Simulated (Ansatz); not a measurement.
## Electronic structure of HfB in real space

```xyz
6
Lattice="2.0600 0.0000 -2.0600 -2.0600 2.0600 0.0000 5.8093 5.8093 5.8093" Properties=species:S:1:pos:R:3 pbc="T T T"
Hf    0.2815    2.3416    0.2816
Hf    2.9046    2.9046    2.9046
Hf    5.5277    5.5277    3.4677
B     0.0000    0.0000    0.0000
B     2.6231    2.6231    0.5630
B     3.1862    5.2462    3.1862
```

Space group R-3m; computed pressure about 31 GPa in this cell; computed without spin polarisation.

All numbers below come from Ansatz, DFT PBE, scalar-relativistic, plane waves, PAW.

The density is the valence pseudo-density of a PAW calculation; it isn't the true density close to the nuclei.

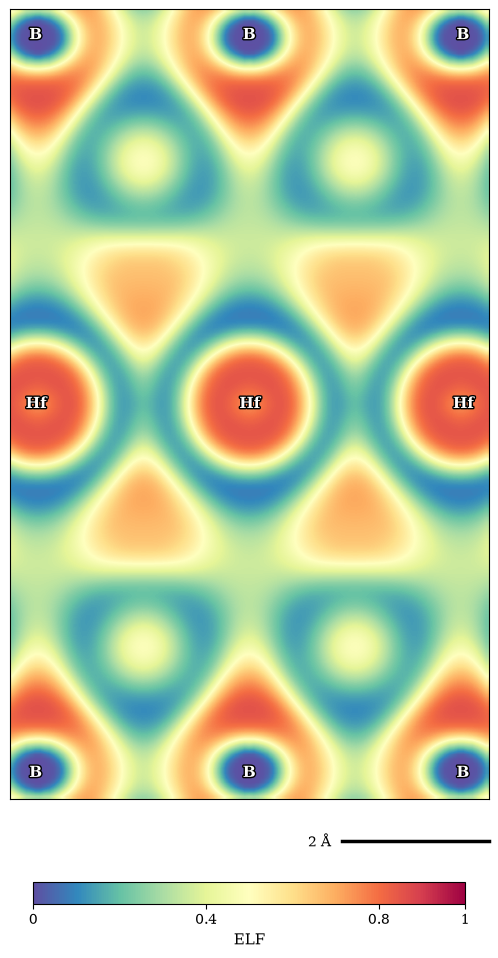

Figure 1. ELF on the (010) plane of the conventional cell.

Question: What do the fields say about this system?

Answer: The plane passes through Hf and B nuclei. Atoms just off the plane (Hf, 0.8 Å away and B, 0.8 Å away) can leave unmarked features too. Hf–Hf (2.91 Å): the ELF is about 0.20 at the midpoint; no localised pair shows between them. The features right at Hf lie inside the PAW spheres, where the map follows smoothed inner orbitals and isn't to be read closely.

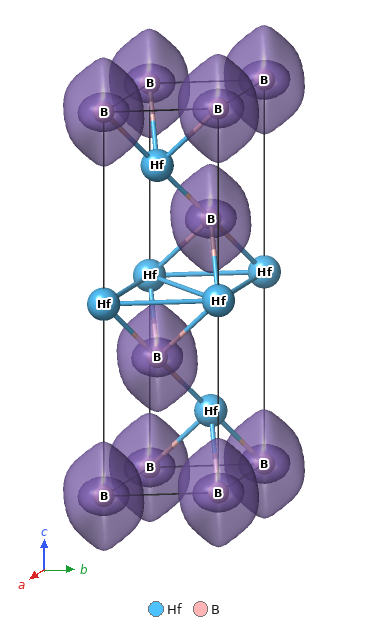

Figure 2. Isosurface of the electron localisation function at 0.6 (purple), seen slightly off an axis. Only the valence region is drawn (cores and ρ < 0.01 e/Å³ removed). Sticks mark near contacts.

Question: Describe the localisation domains.

Answer: The ELF exceeds this value in three regions wrapped around B (the valence shell of each), counted in one cell of 6 atoms. Any copies at cell faces, edges or corners count once.


Hf–B (2.38 Å): the ELF peaks at about 0.75 in the valence shell of B, 0.7 Å from its nucleus, and is about 0.20 at the midpoint.

Question: Does the calculation give a band gap?

Answer: It is metallic or semimetallic at this level of theory: no gap opens.
